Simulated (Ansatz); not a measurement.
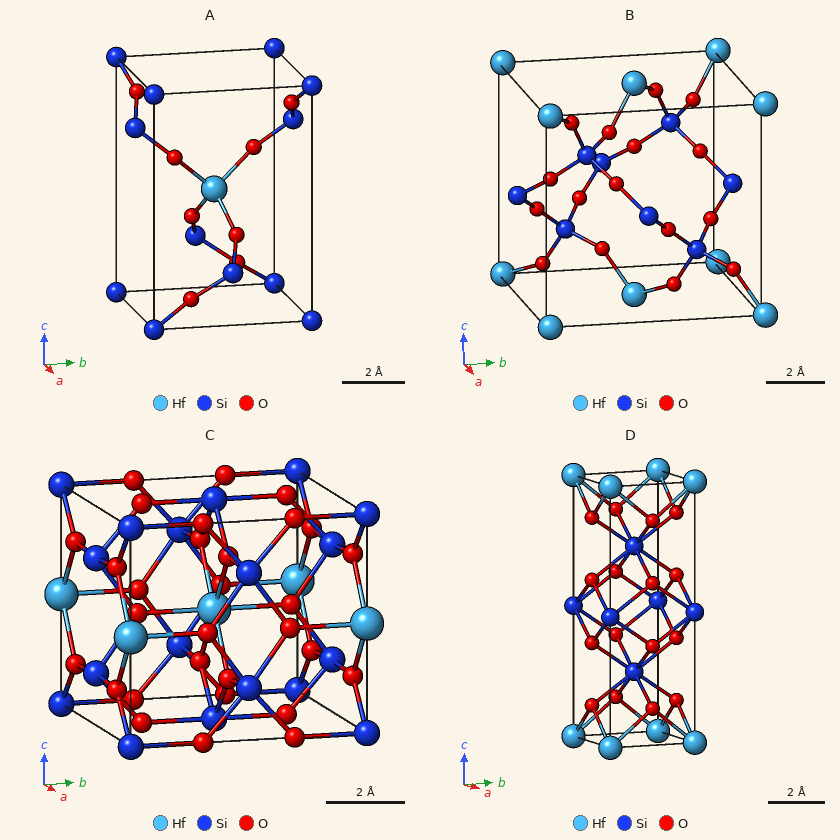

Four structures of HfSi3O8, each relaxed to rest (conventional cells in solid outline, small ones repeated, each panel with its own scale). Method: Ansatz, DFT PBE, scalar-relativistic, plane waves, PAW, without spin polarisation.

Question: Name the structure in each panel.

Answer: A: 12 atoms a cell on a primitive tetragonal lattice, P-4; B: 24 atoms a cell on a base-centred monoclinic lattice, C2; C: 24 atoms a cell on a base-centred orthorhombic lattice, Cmmm; D: 12 atoms a cell on a primitive tetragonal lattice, P4/mmm.

Question: Which of these is lowest in energy, and how far above it do the others lie?

Answer: B, then A (+9 meV/atom), C (+237 meV/atom) and D (+1023 meV/atom), energies at zero smearing.

Question: Collect the results in a table.

Answer:
| panel | structure | E − E(lowest) (meV/atom) | volume (Å³/atom) | gap (eV) |
| --- | --- | --- | --- | --- |
| B | C2 | 0 | 18.3 | 5.11 |
| A | P-4 | 9 | 18.7 | 4.91 |
| C | Cmmm | 237 | 9.2 | 3.36 |
| D | P4/mmm | 1023 | 8.9 | 0.35 |

Some of these may be structure types tried for this composition rather than known phases, and the most stable form need not be among them. Gaps are taken on the k-mesh or band path of each run.
